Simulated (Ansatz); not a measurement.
# C: one change and its effect

System: C (Cm, 8 atoms in the cell).
Method of the first run: DFT LDA, scalar-relativistic, plane waves, PAW, no spin polarisation (Ansatz 0.2.0).

The structure derives from an entry of the Crystallography Open Database. Text and figures count atoms from 1; the logs count them from 0 in places.

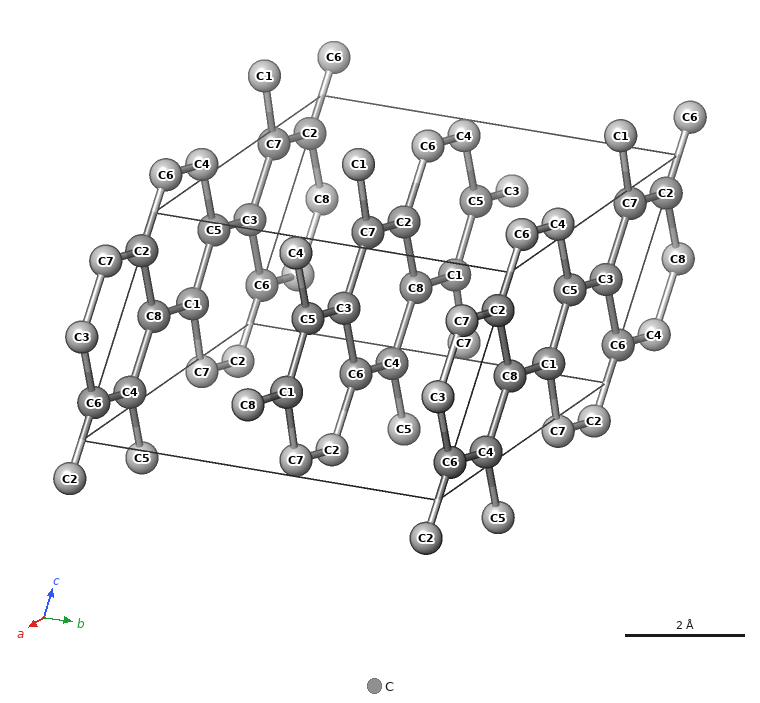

Figure 1. The input geometry (ball-and-stick view of the cell 2 times as large as that of the calculation, set on its symmetry axes, seen at an oblique angle; neighbours outside the cell are drawn fainter; atoms are numbered from 1 in the order of the input). An atom can appear more than once, as a periodic image.

The input, the first run:
```yaml
crystal:
  lattice:
    - [0.0, -4.2333014983, 0.0]
    - [-2.4455693354, -2.1166507492, -3.3597492418]
    - [2.4455693354, -2.1166507492, -3.3597492418]
  atoms:
    - { symbol: C, position: [0.8499968698, 0.514456895, 0.485543105] }
    - { symbol: C, position: [0.8332934344, 0.0, 0.0] }
    - { symbol: C, position: [0.3332934344, 0.75, 0.25] }
    - { symbol: C, position: [0.3332934344, 0.25, 0.75] }
    - { symbol: C, position: [0.1667065656, 0.5, 0.5] }
    - { symbol: C, position: [0.1667065656, 0.0, 0.0] }
    - { symbol: C, position: [0.6667065656, 0.75, 0.25] }
    - { symbol: C, position: [0.6667065656, 0.25, 0.75] }
basis:
  ecutwfc: 420
kpoints:
  mp_grid: { grid: [10, 10, 10] }
hamiltonian:
  xc: lda
scf:
  occupations: { method: gaussian, width: 0.03 }
output:
  forces: true
  stress: true
  eigenvalues: true
```

Command:
```bash
ansatz run input.yaml --threads 1 --pin off --max-ram 2560MiB --backend cpu --events-out ev --progress --plain --runs-dir out
```

Hardware: 1 thread of Arm Neoverse V2, 128 GiB of memory available, shared host.

Output, shortened to warnings, some set-up lines, iterations and results (the first run):
```
Basis set: ecut = 420 eV, 1353 PW (Γ)
Symmetry: 2 space group operations
k-points: 282 of 1000 (time reversal used)
Initial density: superposition of atomic densities (neutral atoms: chi_scale 0, normalization atom), corrected by the library's trained network
[...]
SCF iter   1: F=—  HF=-1943.553808 eV  |F-HF|=—  |Δ(HF+E_count)|=         —  Δρ=5.96e-3  dr2=9.35e-3  ethr=1.77e-3  ⟨swp⟩=6.5  Hψ=32866  notcnv=0  defer=38
SCF iter   2: F=—  HF=-1943.552509 eV  |F-HF|=—  |Δ(HF+E_count)|=   1.30e-3  Δρ=2.83e-3  dr2=1.93e-3  ethr=2.92e-5  ⟨swp⟩=2.3  Hψ=12112  notcnv=0  defer=453
SCF iter   3: F=—  HF=-1943.552150 eV  |F-HF|=—  |Δ(HF+E_count)|=   3.59e-4  Δρ=1.68e-4  dr2=1.72e-5  ethr=6.03e-6  ⟨swp⟩=1.4  Hψ=6424  notcnv=0  defer=216
SCF iter   4: F=—  HF=-1943.552151 eV  |F-HF|=—  |Δ(HF+E_count)|=   9.26e-7  Δρ=3.53e-5  dr2=4.36e-7  ethr=5.39e-8  ⟨swp⟩=2.0  Hψ=10294  notcnv=0  defer=216
SCF iter   5: F=-1943.552151 eV  HF=-1943.552151 eV  |F-HF|=3.11e-8  |Δ(HF+E_count)|=   8.56e-8  Δρ=8.59e-6  dr2=4.46e-8  ethr=1.36e-9  ⟨swp⟩=2.0  Hψ=10470  notcnv=0  …
SCF iter   6: F=-1943.552151 eV  HF=-1943.552151 eV  |F-HF|=2.11e-10  |Δ(HF+E_count)|=   1.64e-8  Δρ=1.79e-6  dr2=8.99e-10  ethr=1.39e-10  ⟨swp⟩=6.8  Hψ=29489  notcnv=0
SCF 1 converged in 6 iterations: F = -1943.552151 eV  dr2 = 8.99e-10
SCF converged after 6 iterations
Free energy (F): -1943.552151 eV
Harris-Foulkes:  -1943.552151 eV  (|F-HF|=2.11e-10)
Internal energy: -1943.552083 eV  (E = F + TS)
E sigma→0 (E₀):  -1943.552117 eV
Entropy (-TS):   -0.000068 eV (-0.008 meV/atom)
Fermi energy:    6.899054 eV
--- Per-component energies (eV) ---
  E_band       = -72.725449
  E_kinetic    = 732.827627
  E_local      = -1247.728771  (includes V_loc(G=0)·N_el)
  E_nonlocal   = 228.909780
  E_hartree    = 374.856084
  E_xc         = -381.483100
  E_vxc        = -474.341594  (∫ρ·V_xc dr)
  E_paw        = -735.782440  (= ΣΔE_a)
  E_vpaw       = -62.104393  (= ΣTr[D̂ρ^β])
  E_aug_tail   = 0.000079  (compensation charges beyond the density's cutoff)
  E_ewald      = -915.654003
  E_core_change = 0.502660  (= ΣΔE_core)
  E_smearing   = -0.000068  (= −TS)
  E_closure    = 0.000000  (closes the sum)
  Σ components = -1943.552151   (vs F -1943.552151, Δ=0.00e0)
--- Forces (eV/Å), atoms counted from 1 ---
  atom   1  C      3.76828201     4.58099200    -0.00000000
  atom   2  C     -0.60838166     0.37173143    -0.00000000
  atom   3  C     -0.03086432    -0.44670985     0.00000000
  atom   4  C      0.11743326    -0.45365436     0.00000000
  atom   5  C     -0.72866172    -2.28000593     0.00000000
  atom   6  C      0.11718077    -0.24325012     0.00000000
  atom   7  C     -1.14655347    -0.43613350     0.00000000
  atom   8  C     -1.48843248    -1.09297215     0.00000000
  max |Σ_I F_I| component: 2.49e-6 eV/Å
--- Stress (GPa, compression-positive) ---
       -0.522281      -1.730865       0.000000
       -1.730865       4.164512      -0.000000
        0.000000      -0.000000       0.004338
  P = ⅓ Tr σ = 1.2155 GPa (12.155 kbar)
```

The input of the second run differs as follows (lines with − go, lines with + come):
```diff
-    - { symbol: C, position: [0.8499968698, 0.514456895, 0.485543105] }
+    - { symbol: C, position: [0.8207658578, 0.4891573288, 0.5108426712] }
```

What does this change do to the results?

With the same functional and potentials, the second run lies 14.0 meV per atom lower. The pressure goes from 1.22 to 0.77 GPa. The largest force goes from 5.932 to 5.226 eV/Å. The number of SCF iterations is the same.

Output, shortened to warnings, some set-up lines, iterations and results (the second run):
```
Basis set: ecut = 420 eV, 1353 PW (Γ)
Symmetry: 2 space group operations
k-points: 282 of 1000 (time reversal used)
Initial density: superposition of atomic densities (neutral atoms: chi_scale 0, normalization atom), corrected by the library's trained network
[...]
SCF iter   1: F=—  HF=-1943.665620 eV  |F-HF|=—  |Δ(HF+E_count)|=         —  Δρ=5.92e-3  dr2=8.69e-3  ethr=1.77e-3  ⟨swp⟩=6.5  Hψ=32897  notcnv=0  defer=50
SCF iter   2: F=—  HF=-1943.664497 eV  |F-HF|=—  |Δ(HF+E_count)|=   1.12e-3  Δρ=2.82e-3  dr2=1.89e-3  ethr=2.72e-5  ⟨swp⟩=2.3  Hψ=11837  notcnv=0  defer=469
SCF iter   3: F=—  HF=-1943.664146 eV  |F-HF|=—  |Δ(HF+E_count)|=   3.51e-4  Δρ=1.51e-4  dr2=1.59e-5  ethr=5.91e-6  ⟨swp⟩=1.4  Hψ=6373  notcnv=0  defer=219
SCF iter   4: F=—  HF=-1943.664146 eV  |F-HF|=—  |Δ(HF+E_count)|=   7.71e-7  Δρ=3.61e-5  dr2=4.97e-7  ethr=4.96e-8  ⟨swp⟩=2.0  Hψ=10352  notcnv=0  defer=219
SCF iter   5: F=-1943.664146 eV  HF=-1943.664146 eV  |F-HF|=6.69e-8  |Δ(HF+E_count)|=   8.48e-8  Δρ=1.28e-5  dr2=9.01e-8  ethr=1.55e-9  ⟨swp⟩=2.0  Hψ=10380  notcnv=0  …
SCF iter   6: F=-1943.664146 eV  HF=-1943.664146 eV  |F-HF|=8.79e-10  |Δ(HF+E_count)|=   3.75e-8  Δρ=2.44e-6  dr2=2.22e-9  ethr=2.82e-10  ⟨swp⟩=6.9  Hψ=30155  notcnv=0
SCF 1 converged in 6 iterations: F = -1943.664146 eV  dr2 = 2.22e-9
SCF converged after 6 iterations
Free energy (F): -1943.664146 eV
Harris-Foulkes:  -1943.664146 eV  (|F-HF|=8.79e-10)
Internal energy: -1943.664041 eV  (E = F + TS)
E sigma→0 (E₀):  -1943.664094 eV
Entropy (-TS):   -0.000105 eV (-0.013 meV/atom)
Fermi energy:    6.905086 eV
--- Per-component energies (eV) ---
  E_band       = -72.668112
  E_kinetic    = 732.634794
  E_local      = -1246.845999  (includes V_loc(G=0)·N_el)
  E_nonlocal   = 228.797603
  E_hartree    = 374.562594
  E_xc         = -381.450829
  E_vxc        = -474.301494  (∫ρ·V_xc dr)
  E_paw        = -735.757676  (= ΣΔE_a)
  E_vpaw       = -62.077108  (= ΣTr[D̂ρ^β])
  E_aug_tail   = 0.000078  (compensation charges beyond the density's cutoff)
  E_ewald      = -916.107267
  E_core_change = 0.502660  (= ΣΔE_core)
  E_smearing   = -0.000105  (= −TS)
  E_closure    = -0.000000  (closes the sum)
  Σ components = -1943.664146   (vs F -1943.664146, Δ=0.00e0)
--- Forces (eV/Å), atoms counted from 1 ---
  atom   1  C     -3.93146855    -3.44262929     0.00000000
  atom   2  C      0.50249402    -0.27642230     0.00000000
  atom   3  C     -0.00005325     0.26314884    -0.00000000
  atom   4  C     -0.04986732     0.39229556    -0.00000000
  atom   5  C      0.63913168     1.11720969    -0.00000000
  atom   6  C     -0.11309123     0.18245575    -0.00000000
  atom   7  C      0.82724457     0.37213117    -0.00000000
  atom   8  C      2.12561298     1.39181145    -0.00000000
  max |Σ_I F_I| component: 2.90e-6 eV/Å
--- Stress (GPa, compression-positive) ---
        2.838942       1.947309      -0.000000
        1.947309      -0.528984       0.000000
       -0.000000       0.000000       0.012408
  P = ⅓ Tr σ = 0.7741 GPa (7.741 kbar)
```

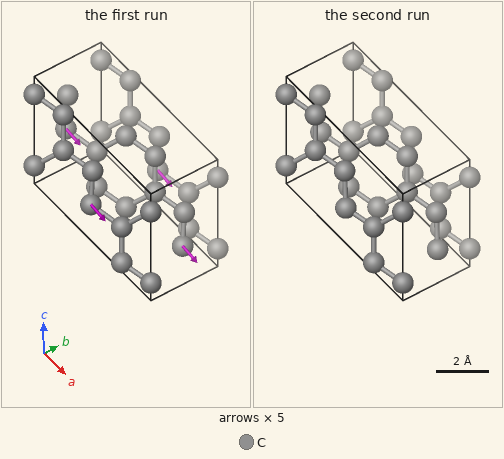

Figure 2. The two input geometries at one scale (ball-and-stick view of the cell 2 times as large as that of the calculation, set on its symmetry axes, seen slightly off an axis). The pink arrows on the first give the shifts of the atoms relative to the cell, magnified 5 times. The largest move is that of a C atom, 0.18 Å. The cell doesn't change. Among the contacts that change: C–C 1.508 → 1.339 Å, C–C 1.343 → 1.465 Å, C–C 1.389 → 1.433 Å.

The two runs side by side:

| quantity | the first run | the second run |
| --- | --- | --- |
| outcome | converged | converged |
| free energy per atom (eV) | −242.9440 | −242.9580 |
| gap on the mesh (eV) | 0.00 | 0.00 |
| pressure (GPa) | 1.22 | 0.77 |
| largest force (eV/Å) | 5.932 | 5.226 |
| SCF iterations | 6 | 6 |
| irreducible k-points | 282 | 282 |
| plane waves at Γ | 1353 | 1353 |
| wall time (shared host) | 37 s | 36 s |
